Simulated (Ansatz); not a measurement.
The compound is MoS2 (space group P6_3/mmc, No. 194), taken as the end point of a relaxation with DFT PBE, scalar-relativistic, plane waves, PAW (Ansatz 0.2.0); the starting structure was generated, so it need not be a known form of this composition.

```cif
data_structure
_symmetry_space_group_name_H-M 'P6_3/mmc'
_symmetry_Int_Tables_number 194
_cell_length_a 3.1851
_cell_length_b 3.1851
_cell_length_c 14.7072
_cell_angle_alpha 90.000
_cell_angle_beta 90.000
_cell_angle_gamma 120.000
_cell_volume 129.21
loop_
_atom_site_label
_atom_site_type_symbol
_atom_site_symmetry_multiplicity
_atom_site_Wyckoff_symbol
_atom_site_fract_x
_atom_site_fract_y
_atom_site_fract_z
_atom_site_occupancy
Mo1 Mo 2 c 0.66667 0.33333 0.75000 1
S1 S 4 f 0.33333 0.66667 0.85624 1
```

Describe the stacking along c, naming the columns A, B, C as they first turn up.

S(A) – Mo(B) – S(A) – S(B) – Mo(A) – S(B) (six layers in 14.71 Å).

S layers alone: AABB, a sequence in which some neighbouring layers lie directly above each other.

Mo: two trigonal-prismatic sites in each hexagonal cell. Two of the four gaps between S layers are empty, 4.23 Å wide.

Polytype symbol 2H, the symbol of a layered MX2 polytype (number of slabs in the repeat and lattice).

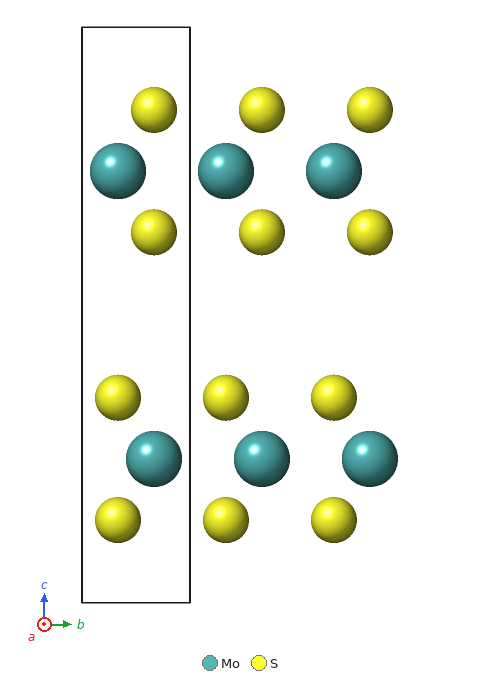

Projection along an edge of the hexagonal mesh, stacking direction c upwards. Every atom sits on one of the three columns of the mesh; call them A, B, C in the order in which they first turn up. The sequence starts with the first layer at or above the cell's origin.
